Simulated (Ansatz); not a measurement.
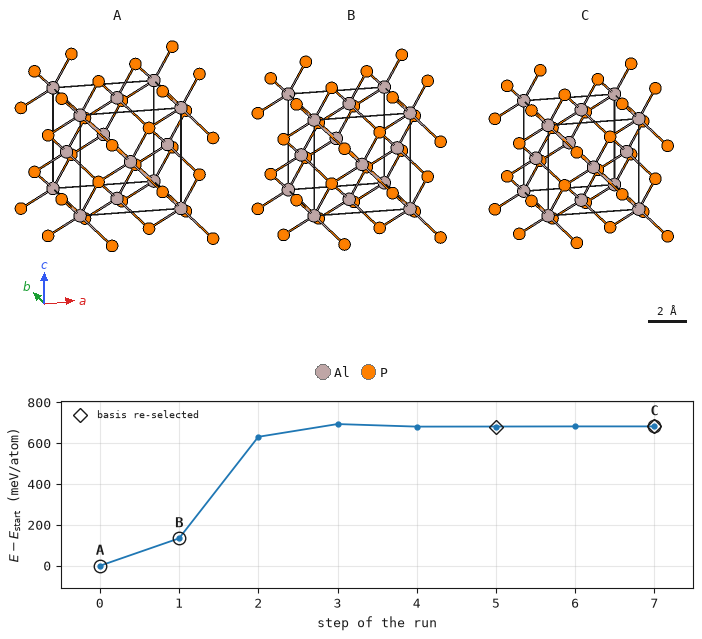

Frames of a relaxation of a crystal of AlP (set up in F-43m), marked on the history of the run. Style: ball-and-stick. Shown: the conventional cell (4 times the calculation's cell), slightly off an axis. Lengths and directions refer to the drawn axes.

Case: relaxed at 50 GPa.

These are results of Ansatz, DFT PBE, scalar-relativistic, plane waves, PAW, not measurements.

The input:
```yaml
crystal:
  lattice:
    - [0.0, 2.7538855109, 2.7538855109]
    - [2.7538855109, 0.0, 2.7538855109]
    - [2.7538855109, 2.7538855109, 0.0]
  atoms:
    - { symbol: Al, position: [0.0, 0.0, 0.0] }
    - { symbol: P, position: [0.75, 0.75, 0.75] }
basis:
  ecutwfc: 420
kpoints:
  mp_grid: { grid: [8, 8, 8] }
hamiltonian:
  xc: pbe
scf:
  occupations: { method: fixed }
output:
  forces: true
  stress: true
  eigenvalues: true
relax:
  adjacent_minimum: "off"
  f_tol: 0.001
  max_steps: 60
  cell: { stress_tol: 0.02, p_target: 50.0 }
```

Command:
```bash
ansatz run input.yaml --threads 1 --pin off --max-ram 3072MiB --backend cpu --events-out ev --progress --plain --runs-dir out
```

**Describe the path.**

After 5 accepted moves (7 points after the start) the energy has risen by 683 meV per atom. With the target pressure of 50 GPa, the enthalpy E + pV changes by −1096 meV per atom. All forces vanish by symmetry, so only the cell relaxes. Pressure: 0.00 GPa at the start and 50.00 GPa at the end. The SCF was repeated twice at an unchanged geometry on a basis and grid sized afresh for the cell, which shifted the energy by 0.4 meV per atom at most. No atom moves by more than 0.005 Å relative to the cell. The volume changes by −27.3 %, with a = b = c 5.508 → 4.953 Å (−10.1 %). Some distances before and after: Al1–P2 2.385 → 2.145 Å. The space group stays F-43m (No. 216). From step 0 to 1: volume −13.9 %, energy +135 meV per atom. From step 1 to 7: volume −15.5 %, energy +548 meV per atom.
